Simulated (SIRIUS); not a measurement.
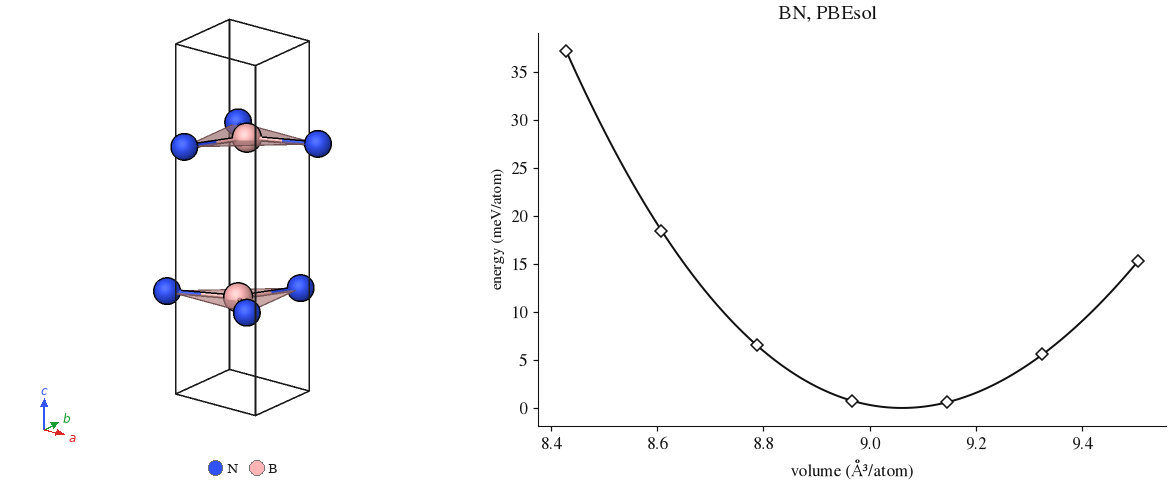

Plotted: energy against volume for BN, space group P6_3/mmc (No. 194). The conventional cell is drawn beside the plot.

The given structure:
```
CELL_PARAMETERS angstrom
2.49824 0.00000 0.00000
-1.24912 2.16354 0.00000
0.00000 0.00000 6.63570
ATOMIC_POSITIONS crystal
N 0.66667 0.33333 0.25000
N 0.33333 0.66667 0.75000
B 0.66667 0.33333 0.75000
B 0.33333 0.66667 0.25000
```

Method: plane-wave DFT, no spin polarisation; energies at scaled volumes of the given cell, shape and fractions fixed, counted from the fit's minimum, third-order Birch-Murnaghan fit (SIRIUS 7.10.0). Level: PBEsol.

k mesh 12×12×4; occupations Fermi–Dirac; smearing width 0.05 eV; potentials dojo sr pbesol 0.4.1 standard; wave cutoff 1152 eV; density cutoff 4606 eV.

From this curve and the settings, what does the calculation give for the pressure at the same points?

The pressure falls from 19.87 GPa at volume 8.4286 Å³/atom to −10.61 GPa at 9.5046 Å³/atom, and changes sign near 9.06 Å³/atom.

```
volume (Å³/atom)  pressure (GPa)
          8.4286           19.87
          8.6079           13.57
          8.7872            7.82
          8.9666            2.56
          9.1459           -2.23
          9.3252           -6.61
          9.5046          -10.61
```

Note: shape and atomic fractions are frozen while scaling, which makes layered, chain and framework solids too stiff.
